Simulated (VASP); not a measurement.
Ge: geometry relaxation (part 2 of 3)

Ge (Fd-3m, 2 atoms in the cell); Kohn-Sham DFT of a periodic cell, PBE, VASP PAW PBE potentials, recommended, no spin polarisation (VASP 6.6.1); cutoff 250 eV, 10×10×10 k-mesh, Gaussian smearing of 0.02 eV. The structure derives from an entry of the Crystallography Open Database.

Geometry of the input (Å; fractional positions):
```
-0.0000  2.7512  2.7512
2.7512  0.0000  2.7512
2.7512  2.7512  -0.0000
Ge 0.0000  0.0000  0.0000
Ge 0.2500  0.2500  0.2500
```

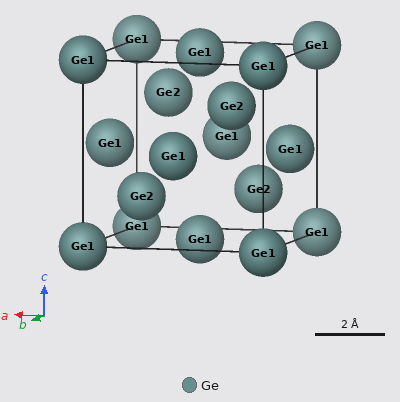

Fig. 1: The input geometry (spheres-only view of the cell 4 times as large as that of the calculation, set on its symmetry axes, seen at an oblique angle; atoms are numbered from 1 in the order of the input). An atom can appear more than once, as a periodic image.

**Parts of OUTCAR, continued**
```
 Subroutine GETGRP returns: Found 48 space group operations
 (whereof 24 operations were pure point group operations)
 out of a pool of 48 trial point group operations.

The dynamic configuration has the point symmetry T_d .
 The point group associated with its full space group is O_h .

 Subroutine INISYM returns: Found 48 space group operations
 (whereof 24 operations are pure point group operations),
 and found     1 'primitive' translations

----------------------------------------------------------------------------------------

                                     Primitive cell

  volume of cell :      41.6500

  direct lattice vectors                    reciprocal lattice vectors
     0.000000000  2.751238029  2.751238029    -0.181736366  0.181736366  0.181736366
     2.751238029  0.000000000  2.751238029     0.181736366 -0.181736366  0.181736366
     2.751238029  2.751238029  0.000000000     0.181736366  0.181736366 -0.181736366

  length of vectors
     3.890838134  3.890838134  3.890838134     0.314776619  0.314776619  0.314776619

  position of ions in fractional coordinates (direct lattice)
     0.000000000  0.000000000  0.000000000
     0.250000000  0.250000000  0.250000000

  ion indices of the primitive-cell ions
   primitive index   ion index
                 1           1
                 2           2

----------------------------------------------------------------------------------------

 KPOINTS: regular mesh

Automatic generation of k-mesh.
 Grid dimensions read from file:
 generate k-points for:   10   10   10

 Generating k-lattice:

  Cartesian coordinates                     Fractional coordinates (reciprocal lattice)
    -0.018173637  0.018173637  0.018173637     0.100000000  0.000000000  0.000000000
     0.018173637 -0.018173637  0.018173637     0.000000000  0.100000000  0.000000000
     0.018173637  0.018173637 -0.018173637     0.000000000  0.000000000  0.100000000

  Length of vectors
     0.031477662  0.031477662  0.031477662

  Shift w.r.t. Gamma in fractional coordinates (k-lattice)
     0.000000000  0.000000000  0.000000000

 Subroutine IBZKPT returns following result:
 ===========================================

 Found     47 irreducible k-points:

 Following reciprocal coordinates:
            Coordinates               Weight
  0.000000  0.000000  0.000000      1.000000
  0.100000  0.000000  0.000000      8.000000
  0.200000  0.000000  0.000000      8.000000
  0.300000  0.000000  0.000000      8.000000
  0.400000  0.000000  0.000000      8.000000
  0.500000  0.000000  0.000000      4.000000
  0.100000  0.100000  0.000000      6.000000
  0.200000  0.100000  0.000000     24.000000
  0.300000  0.100000  0.000000     24.000000
  0.400000  0.100000  0.000000     24.000000
  0.500000  0.100000  0.000000     24.000000
 -0.400000  0.100000  0.000000     24.000000
 -0.300000  0.100000  0.000000     24.000000
 -0.200000  0.100000  0.000000     24.000000
 -0.100000  0.100000  0.000000     12.000000
  0.200000  0.200000  0.000000      6.000000
  0.300000  0.200000  0.000000     24.000000
  0.400000  0.200000  0.000000     24.000000
  0.500000  0.200000  0.000000     24.000000
 -0.400000  0.200000  0.000000     24.000000
 -0.300000  0.200000  0.000000     24.000000
 -0.200000  0.200000  0.000000     12.000000
  0.300000  0.300000  0.000000      6.000000
  0.400000  0.300000  0.000000     24.000000
 [... further k-points ...]
   k-points           NKPTS =     47   k-points in BZ     NKDIM =     47   number of bands    NBANDS=     18
   number of dos      NEDOS =    301   number of ions     NIONS =      2
   total plane-waves  NPLWV =   8000
   dimension x,y,z NGX =    20 NGY =   20 NGZ =   20
   dimension x,y,z NGXF=    40 NGYF=   40 NGZF=   40
   ions per type =               2
   NGX,Y,Z   is equivalent  to a cutoff of   8.55,  8.55,  8.55 a.u.
   NGXF,Y,Z  is equivalent  to a cutoff of  17.09, 17.09, 17.09 a.u.
 SYSTEM =  unknown system
   PREC   = accura    normal or accurate (medium, high low for compatibility)
   ISTART =      0    job   : 0-new  1-cont  2-samecut
   ICHARG =      2    charge: 1-file 2-atom 10-const
   ISPIN  =      1    spin polarized calculation?
   LNONCOLLINEAR =      F non collinear calculations
   LSORBIT =      F    spin-orbit coupling
   LASPH  =      T    aspherical Exc in radial PAW
   ENCUT  =  250.0 eV  18.37 Ry    4.29 a.u.   5.02  5.02  5.02*2*pi/ulx,y,z
   NELM   =     80;   NELMIN=  2; NELMDL= -5     # of ELM steps
   EDIFF  = 0.1E-06   stopping-criterion for ELM
   LREAL  =      F    real-space projection
   EDIFFG = -.2E-02   stopping-criterion for IOM
   NSW    =     80    number of steps for IOM
   IBRION =      2    ionic relax: 0-MD 1-quasi-New 2-CG
   NFREE  =      1    steps in history (QN), initial steepest desc. (CG)
   ISIF   =      3    stress and relaxation
   ISYM   =      2    0-nonsym 1-usesym 2-fastsym
   POTIM  = 0.5000    time-step for ionic-motion
   TEBEG  =    0.0;   TEEND  =   0.0 temperature during run
   PSTRESS=    0.0 pullay stress
   NELECT =      28.0000    total number of electrons
   NUPDOWN=      -1.0000    fix difference up-down
   EMIN   =  10.00;   EMAX   =-10.00  energy-range for DOS
   EFERMI =   0.00;   METHOD = LEGACY
   ISMEAR =     0;   SIGMA  =   0.02  broadening in eV -4-tet -1-fermi 0-gaus
   EFERMI_NEDOS =   21; number of points for ismear=-14 and -15
   IALGO  =     68    algorithm
   IMIX   =      4    mixing-type and parameters
     AMIX     =   0.40;   BMIX     =  1.00
     AMIX_MAG =   1.60;   BMIX_MAG =  1.00
  volume/ion in A,a.u.               =      20.82       140.53
  Fermi-wavevector in a.u.,A,eV,Ry     =   1.434133  2.710118 27.983601  2.056737
  Thomas-Fermi vector in A             =   2.553575
   LORBIT       =      0    0 simple, 1 ext, 2 COOP (PROOUT), +10 PAW based schemes
   GGA     = PE    functional components
   LHFCALC =     F    Hartree Fock is set to
   AEXX    =    0.0000 exact exchange contribution
   IVDW    =     0    specifies the selected vdW correction
   LEPSILON=     F    determine dielectric tensor
   LRPA    =     F    only Hartree local field effects (RPA)
 conjugate gradient relaxation of ions
 non-spin polarized calculation
 RMM-DIIS sequential band-by-band and
 Gauss-broadening in eV      SIGMA  =   0.02
  energy-cutoff  :      250.00
  volume of cell :       41.65
 maximum number of plane-waves:       388
   NGX =  9   NGY =  9   NGZ =  9

--------------------------------------- Ionic step        1  -------------------------------------------

 number of electron      28.0000068 magnetization

 Free energy of the ion-electron system (eV)
  ---------------------------------------------------
  ext. energy  EPLUGINS =         0.00000000
  ---------------------------------------------------
  free energy    TOTEN  =        -8.65018216 eV

  energy without entropy =       -8.65018216  energy(sigma->0) =       -8.65018216

------------------------ aborting loop because EDIFF is reached ----------------------------------------

  FORCE on cell =-STRESS in cart. coord.  units (eV):
  Direction    XX          YY          ZZ          XY          YZ          ZX
  --------------------------------------------------------------------------------------
  -------------------------------------------------------------------------------------
  Total       -2.6628182     -2.6628182     -2.6628182      0.0000000      0.0000000     -0.0000000
  in kB     -102.4324602   -102.4324602   -102.4324602      0.0000000      0.0000000     -0.0000000
  external PRESSURE =    -102.4324602 kB  Pullay stress =       0.0000000 kB

 VOLUME and BASIS-vectors are now :
 -----------------------------------------------------------------------------
  energy-cutoff  :      250.00
  volume of cell :       41.65
      direct lattice vectors                 reciprocal lattice vectors
     0.000000000  2.751238029  2.751238029    -0.181736366  0.181736366  0.181736366
     2.751238029  0.000000000  2.751238029     0.181736366 -0.181736366  0.181736366
     2.751238029  2.751238029  0.000000000     0.181736366  0.181736366 -0.181736366

 POSITION                                       TOTAL-FORCE (eV/Angst)
 -----------------------------------------------------------------------------------
      0.00000      0.00000      0.00000         0.000000      0.000000      0.000000
      1.37562      1.37562      1.37562        -0.000000     -0.000000     -0.000000
 -----------------------------------------------------------------------------------
    total drift:                                0.000000      0.000000      0.000000

  FREE ENERGIE OF THE ION-ELECTRON SYSTEM (eV)
  ---------------------------------------------------
  free  energy   TOTEN  =        -8.6501821591 eV

  energy  without entropy=       -8.6501821591  energy(sigma->0) =       -8.65018216

--------------------------------------- Ionic step        2  -------------------------------------------

 number of electron      28.0000111 magnetization

------------------------ aborting loop because EDIFF is reached ----------------------------------------

  FORCE on cell =-STRESS in cart. coord.  units (eV):
  Direction    XX          YY          ZZ          XY          YZ          ZX
  --------------------------------------------------------------------------------------
  -------------------------------------------------------------------------------------
  Total        8.3445450      8.3445450      8.3445450     -0.0000000      0.0000000     -0.0000000
  in kB      391.7350050    391.7350050    391.7350050     -0.0000000      0.0000000     -0.0000000
  external PRESSURE =     391.7350050 kB  Pullay stress =       0.0000000 kB

 VOLUME and BASIS-vectors are now :
 -----------------------------------------------------------------------------
  energy-cutoff  :      250.00
  volume of cell :       34.13
      direct lattice vectors                 reciprocal lattice vectors
     0.000000000  2.574524061  2.574524061    -0.194210653  0.194210653  0.194210653
     2.574524061  0.000000000  2.574524061     0.194210653 -0.194210653  0.194210653
     2.574524061  2.574524061 -0.000000000     0.194210653  0.194210653 -0.194210653

 POSITION                                       TOTAL-FORCE (eV/Angst)
 -----------------------------------------------------------------------------------
      0.00000      0.00000      0.00000         0.000000     -0.000000      0.000000
      1.28726      1.28726      1.28726        -0.000000      0.000000     -0.000000
 -----------------------------------------------------------------------------------
    total drift:                                0.000000     -0.000000      0.000000

  FREE ENERGIE OF THE ION-ELECTRON SYSTEM (eV)
  ---------------------------------------------------
  free  energy   TOTEN  =        -8.0395539966 eV

  energy  without entropy=       -8.0395258683  energy(sigma->0) =       -8.03953993

--------------------------------------- Ionic step        3  -------------------------------------------

 number of electron      27.9999825 magnetization

------------------------ aborting loop because EDIFF is reached ----------------------------------------

  FORCE on cell =-STRESS in cart. coord.  units (eV):
  Direction    XX          YY          ZZ          XY          YZ          ZX
  --------------------------------------------------------------------------------------
  -------------------------------------------------------------------------------------
  Total       -0.1106411     -0.1106411     -0.1106411      0.0000000     -0.0000000      0.0000000
  in kB       -4.4348481     -4.4348481     -4.4348481      0.0000000     -0.0000000      0.0000000
  external PRESSURE =      -4.4348481 kB  Pullay stress =       0.0000000 kB

 VOLUME and BASIS-vectors are now :
 -----------------------------------------------------------------------------
  energy-cutoff  :      250.00
  volume of cell :       39.97
      direct lattice vectors                 reciprocal lattice vectors
     0.000000000  2.713768516  2.713768516    -0.184245634  0.184245634  0.184245634
     2.713768516  0.000000000  2.713768516     0.184245634 -0.184245634  0.184245634
     2.713768516  2.713768516 -0.000000000     0.184245634  0.184245634 -0.184245634

 POSITION                                       TOTAL-FORCE (eV/Angst)
 -----------------------------------------------------------------------------------
      0.00000      0.00000      0.00000        -0.000000     -0.000000     -0.000000
      1.35688      1.35688      1.35688         0.000000      0.000000      0.000000
 -----------------------------------------------------------------------------------
    total drift:                               -0.000000      0.000000      0.000000

  FREE ENERGIE OF THE ION-ELECTRON SYSTEM (eV)
  ---------------------------------------------------
  free  energy   TOTEN  =        -8.7064497270 eV

  energy  without entropy=       -8.7064497270  energy(sigma->0) =       -8.70644973

[... ionic steps 4 to 12 ...]

--------------------------------------- Ionic step       13  -------------------------------------------

 number of electron      27.9999820 magnetization

------------------------ aborting loop because EDIFF is reached ----------------------------------------

  FORCE on cell =-STRESS in cart. coord.  units (eV):
  Direction    XX          YY          ZZ          XY          YZ          ZX
  --------------------------------------------------------------------------------------
  -------------------------------------------------------------------------------------
  Total       -0.0136336     -0.0136336     -0.0136336      0.0000000      0.0000000      0.0000000
  in kB       -0.5472811     -0.5472811     -0.5472811      0.0000000      0.0000000      0.0000000
  external PRESSURE =      -0.5472811 kB  Pullay stress =       0.0000000 kB

 VOLUME and BASIS-vectors are now :
```
